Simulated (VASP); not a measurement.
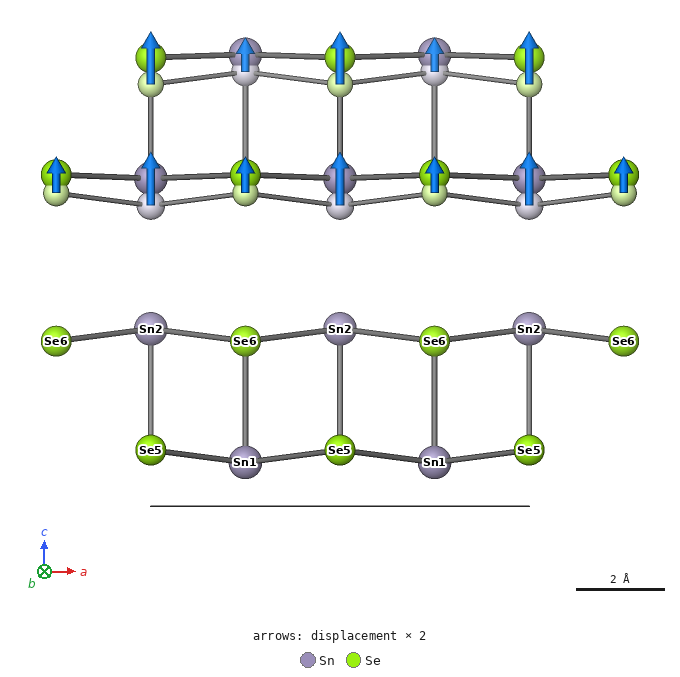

A relaxation of a slab of composition SnSe. The starting structure is drawn faded, the final one solid; blue arrows show the displacements, 2 times their true length.

A ball-and-stick model of the 2 × 2 repeat of the cell, outlined in the plane, without the vacuum, seen along the b axis.

The run lets the atoms move in a fixed cell. 4 atoms are held fixed.

All numbers below come from VASP 6.6.1, Kohn-Sham DFT of a periodic cell, RPBE, VASP PAW PBE potentials, recommended.

Input
```
SYSTEM = SnSe
ALGO = Normal
DIPOL = 0.5 0.5 0.500
EDIFF = 1E-6
EDIFFG = -0.01
ENCUT = 520
GGA = RP
IBRION = 2
IDIPOL = 3
ISIF = 2
ISMEAR = -1
LASPH = .True.
LCHARG = .False.
LDIPOL = .True.
LREAL = .False.
LWAVE = .False.
NELM = 80
NSW = 40
PREC = Accurate
SIGMA = 0.05
```

Run as
```bash
cat potpaw_PBE.64/Sn_d/POTCAR potpaw_PBE.64/Se/POTCAR > POTCAR
mpirun -np 1 vasp_std > vasp.out
```

Question: Describe the change and its energy.

Answer: The atom that moves furthest is a Sn atom (0.62 Å along the normal (+c)). Largest moves by element: Sn 0.62 Å, Se 0.61 Å. The cell doesn't change. Near-neighbour distances that change, for instance: Se–Sn 2.762 → 2.741 Å, Se–Sn 3.063 → 3.051 Å. Bond angles that change, for instance: Sn–Se–Sn 169.5° → 176.8°, Se–Sn–Se 169.5° → 176.8°, Se–Sn–Se 84.7° → 88.6°. The energy falls by 75.3 meV per cell of the calculation in 31 geometry steps. The largest force component goes from 0.27 to 0.23 eV/Å.
